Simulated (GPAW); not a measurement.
## Dielectric function and optical constants of BP

Wanted: where BP starts to absorb, how strongly, and its refractive index.

Method: DFT, PBE, plane-wave PAW (GPAW data sets), scalar-relativistic, RPA, optical limit, in GPAW 26.7.0.

### Step 1. The starting structure

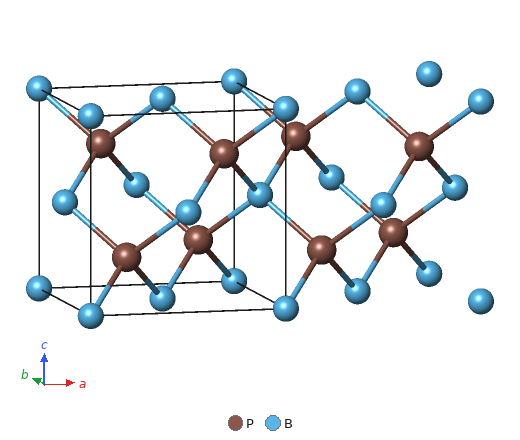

Start, viewed slightly off an axis; phosphorus brown, boron blue. 2×1×1 cells are drawn. This picture shows the conventional cell, with its axes. Bonds to atoms that aren't drawn are left out. Some periodic images of atoms are drawn too.

Coordinates:

```xyz
2
Lattice="0.0000 2.2690 2.2690 2.2690 0.0000 2.2690 2.2690 2.2690 0.0000" Properties=species:S:1:pos:R:3 pbc="T T T"
P     3.4035    3.4035    3.4035
B     0.0000    0.0000    0.0000
```

### Step 2. Dielectric function, RPA

Transitions between filled and empty bands, summed over the zone, give the optical response, so mesh, band count and broadening shape it.

The induced potential is part of this response.

df.py reads:

```python
from gpaw.response.df import DielectricFunction

df = DielectricFunction('full.gpw', frequencies={'type': 'nonlinear', 'domega0': 0.03, 'omega2': 8},
                        ecut=50,
                        eta=0.15,
                        nbands=18,
                        txt='df.txt')
for direction in ['x']:
    df.get_dielectric_function(xc='RPA', direction=direction, filename=f'df_{direction}.csv')
```

Command:

```
OMP_NUM_THREADS=1 python df.py
```

Numbers of over 12 decimals in the logs are rounded to 6 here.

Log:

```text
Using integrator: PointIntegrator
NonLinearFrequencyDescriptor(from 0.000 to 46.898 eV, 457 points)
Nonperiodic BCs:  [False False False]
Using integrator: PointIntegrator
NonLinearFrequencyDescriptor(from 0.000 to 46.898 eV, 457 points)
Nonperiodic BCs:  [False False False]

Calculating chi0 body with:
    Ground state adapter containing:
    Number of spins: 1
    Number of kpoints: 2197
    Number of irreducible kpoints: 84
    Number of completely occupied states: 4
    Number of partially occupied states: 4

    Linear response parametrization:
    q_c: [0.0, 0.0, 0.0]
    Number of frequency points: 457
    Planewave cutoff: 50.0
    Number of bands: 18
    Number of planewaves: 15
    Broadening (eta): 0.15

Integrating chi0 body.

Symmetries of q_c:
    Direct symmetries (Uq -> q): 24
    Indirect symmetries (TUq -> q): 24
In total 48 allowed symmetries.

84 groups of equivalent kpoints. 96.176604% reduction.

Integral kind: spectral function

Calculating chi0 optical extensions with:
    Ground state adapter containing:
    Number of spins: 1
    Number of kpoints: 2197
    Number of irreducible kpoints: 84
    Number of completely occupied states: 4
    Number of partially occupied states: 4

    Linear response parametrization:
    Number of frequency points: 457
    Planewave cutoff: 50.0
    Number of bands: 18
    Number of planewaves: 15
    Broadening (eta): 0.15
Integrating chi0 head and wings.

Symmetries of q_c:
    Direct symmetries (Uq -> q): 24
    Indirect symmetries (TUq -> q): 24
In total 48 allowed symmetries.

84 groups of equivalent kpoints. 96.176604% reduction.

Integral kind: spectral function wings
```

Elapsed: 2.8 s, on 1 thread of Intel Xeon 6975P-C (Granite Rapids), shared host; peak memory 0.2 GiB.

This step gave:

| Quantity | Value |
| --- | --- |
| electronic dielectric constant ε∞, mean over x, y and z (by symmetry where fewer were run) | 8.938 |
| main peak of Im epsilon, first axis | 5.762 eV |

The Im ε, E ∥ x has structure finer than the step of the table below, so its rows give means over 0.5 eV, whole bins alone (the curve runs from 0 to 14.0 eV). Peaks (eV: height): 5.77: 30.0, 6.60: 23.8.

Values under the direct gap are tails of Lorentzian lines. Table of Im ε, E ∥ x by photon energy; means over each step:

| photon energy (eV) | Im ε, E ∥ x |
| --- | --- |
| 0.5 | 0.0351 |
| 1.0 | 0.0743 |
| 1.5 | 0.123 |
| 2.0 | 0.193 |
| 2.5 | 0.311 |
| 3.0 | 0.615 |
| 3.5 | 2.14 |
| 4.0 | 4.80 |
| 4.5 | 7.29 |
| 5.0 | 10.7 |
| 5.5 | 22.3 |
| 6.0 | 22.1 |
| 6.5 | 21.0 |
| 7.0 | 14.5 |
| 7.5 | 8.33 |
| 8.0 | 5.52 |
| 8.5 | 5.34 |
| 9.0 | 6.04 |
| 9.5 | 4.68 |
| 10.0 | 3.14 |
| 10.5 | 2.03 |
| 11.0 | 2.14 |
| 11.5 | 2.21 |
| 12.0 | 2.20 |
| 12.5 | 1.59 |
| 13.0 | 1.28 |
| 13.5 | 1.15 |

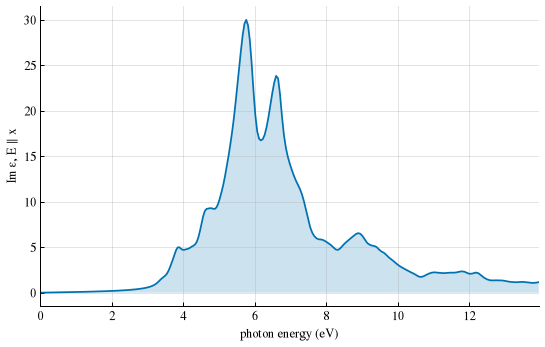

Im ε, E ∥ x against photon energy.

The Re ε, E ∥ x by photon energy:

| photon energy (eV) | Re ε, E ∥ x |
| --- | --- |
| 0 | 8.94 |
| 1 | 9.17 |
| 2 | 10.0 |
| 3 | 12.2 |
| 4 | 14.3 |
| 5 | 17.5 |
| 6 | -2.43 |
| 7 | -8.34 |
| 8 | -5.00 |
| 9 | -3.99 |
| 10 | -4.22 |
| 11 | -2.18 |
| 12 | -2.12 |
| 13 | -1.79 |

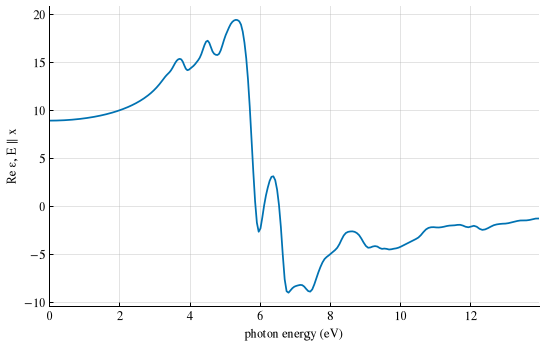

Re ε, E ∥ x against photon energy.

Table of refractive index n and extinction k by photon energy:

| photon energy (eV) | n | k |
| --- | --- | --- |
| 0 | 2.99 | 0 |
| 1 | 3.03 | 0.0122 |
| 2 | 3.16 | 0.0302 |
| 3 | 3.49 | 0.0824 |
| 4 | 3.83 | 0.616 |
| 5 | 4.34 | 1.15 |
| 6 | 3.02 | 3.40 |
| 7 | 1.99 | 3.51 |
| 8 | 1.12 | 2.50 |
| 9 | 1.32 | 2.39 |
| 10 | 0.712 | 2.18 |
| 11 | 0.684 | 1.63 |
| 12 | 0.657 | 1.60 |
| 13 | 0.460 | 1.42 |

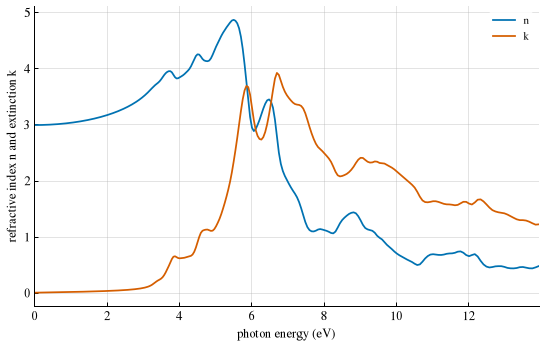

Refractive index n and extinction k, plotted against photon energy.

The reflectivity at normal incidence, E ∥ x has structure finer than the step of the table below, so its rows give means over 0.5 eV, whole bins alone (the curve runs from 0 to 14.0 eV). Peaks (eV: height): 5.92: 58.5, 7.50: 67.1, 10.52: 64.5, 12.50: 59.8.

Reflectivity at normal incidence, E ∥ x against photon energy; means over each step:

| photon energy (eV) | reflectivity at normal incidence, E ∥ x (%) |
| --- | --- |
| 0.5 | 25.0 |
| 1.0 | 25.4 |
| 1.5 | 26.0 |
| 2.0 | 27.0 |
| 2.5 | 28.5 |
| 3.0 | 30.8 |
| 3.5 | 34.3 |
| 4.0 | 35.9 |
| 4.5 | 39.2 |
| 5.0 | 42.2 |
| 5.5 | 51.0 |
| 6.0 | 54.7 |
| 6.5 | 54.9 |
| 7.0 | 62.8 |
| 7.5 | 65.3 |
| 8.0 | 58.5 |
| 8.5 | 48.0 |
| 9.0 | 51.7 |
| 9.5 | 57.2 |
| 10.0 | 62.5 |
| 10.5 | 62.8 |
| 11.0 | 51.1 |
| 11.5 | 47.8 |
| 12.0 | 49.4 |
| 12.5 | 57.5 |
| 13.0 | 55.4 |
| 13.5 | 52.6 |

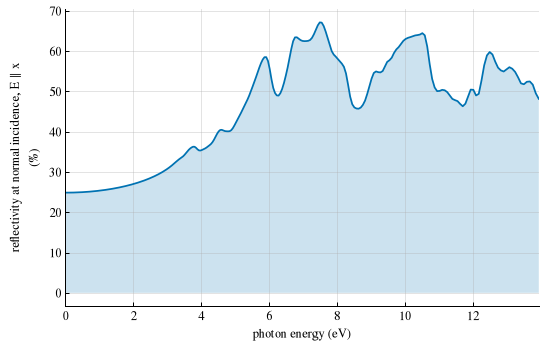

Reflectivity at normal incidence, E ∥ x against photon energy.

The Im ε, E ∥ x has structure finer than the step of the table below, so its rows give means over 0.5 eV, whole bins alone (the curve runs from 0 to 14.0 eV). Peaks (eV: height): without local fields 5.77: 32.6, 6.60: 25.5; with local fields 5.77: 30.0, 6.60: 23.8.

Values under the direct gap are tails of Lorentzian lines. Im ε, E ∥ x against photon energy; means over each step:

| photon energy (eV) | without local fields | with local fields |
| --- | --- | --- |
| 0.5 | 0.0379 | 0.0351 |
| 1.0 | 0.0804 | 0.0743 |
| 1.5 | 0.134 | 0.123 |
| 2.0 | 0.209 | 0.193 |
| 2.5 | 0.337 | 0.311 |
| 3.0 | 0.669 | 0.615 |
| 3.5 | 2.33 | 2.14 |
| 4.0 | 5.23 | 4.80 |
| 4.5 | 8.00 | 7.29 |
| 5.0 | 11.8 | 10.7 |
| 5.5 | 24.9 | 22.3 |
| 6.0 | 23.8 | 22.1 |
| 6.5 | 22.7 | 21.0 |
| 7.0 | 14.6 | 14.5 |
| 7.5 | 8.21 | 8.33 |
| 8.0 | 5.66 | 5.52 |
| 8.5 | 5.79 | 5.34 |
| 9.0 | 6.12 | 6.04 |
| 9.5 | 4.58 | 4.68 |
| 10.0 | 3.02 | 3.14 |
| 10.5 | 2.01 | 2.03 |
| 11.0 | 2.18 | 2.14 |
| 11.5 | 2.21 | 2.21 |
| 12.0 | 2.13 | 2.20 |
| 12.5 | 1.48 | 1.59 |
| 13.0 | 1.22 | 1.28 |
| 13.5 | 1.11 | 1.15 |

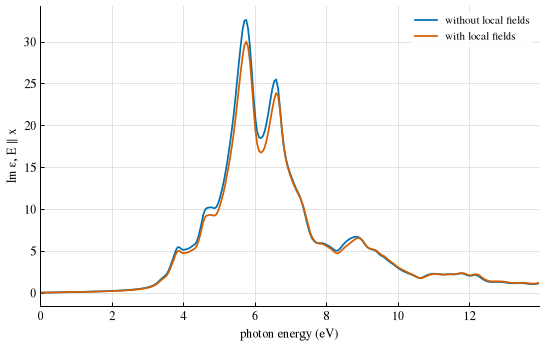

Im ε, E ∥ x against photon energy.

Optical constants at common wavelengths, from n + ik = √ε:

| wavelength (nm) | n | k | R (%) | 1/α |
| --- | --- | --- | --- | --- |
| 1550 | 3.01 | 0.010 | 25.2 | 13 µm |
| 1064 | 3.04 | 0.015 | 25.5 | 5.8 µm |
| 800 | 3.09 | 0.021 | 26.1 | 3.1 µm |
| 633 | 3.16 | 0.029 | 26.9 | 1.7 µm |
| 365 | 3.73 | 0.207 | 33.4 | 140 nm |
| 308 | 3.84 | 0.613 | 35.5 | 40 nm |
| 193 | 3.41 | 2.961 | 51.7 | 5.2 nm |

Below the direct gap, k and the depth come from the tails of the Lorentzian lines, not from transitions.

Rows near the edge hang on the gap, which this functional as a rule makes too small, and phonon-assisted absorption is left out.

### Step 3. Results

```json
{
  "electronic dielectric constant ε∞, mean over x, y and z (by symmetry where fewer were run) (RPA)": "8.94",
  "main peak of Im epsilon, first axis": "5.76 eV"
}
```

In words: At this level (PBE, RPA) BP has ε∞ = 8.94 and n = 3.01 at 1550 nm, and Im ε peaks at 5.8 eV. Local fields change the static value along x from 9.42 to 8.94 (-5 %). Distinct maxima of Im ε, read by a parabola through the highest points, lie at 5.76 eV (30), 6.61 eV (24) and 8.90 eV (6.5). Excitons and phonon-assisted transitions are missing; PBE gaps are as a rule too small, which pulls the onset down and ε∞ up. The sum runs over mesh points, so small or evenly spaced maxima can still be ripples of the mesh.

[Machine, clock and banner lines and Python warnings are left out of the logs.]

[Logs are printed without paths, hosts, clocks, repeated set-up lines and the standing remarks that a program may print on its own settings, such as how far it seeks lower states.]

[Hosts, paths, dates, database ids (printed as entryN), source tags and the programs' standing remarks are cut or masked in the printed files.]
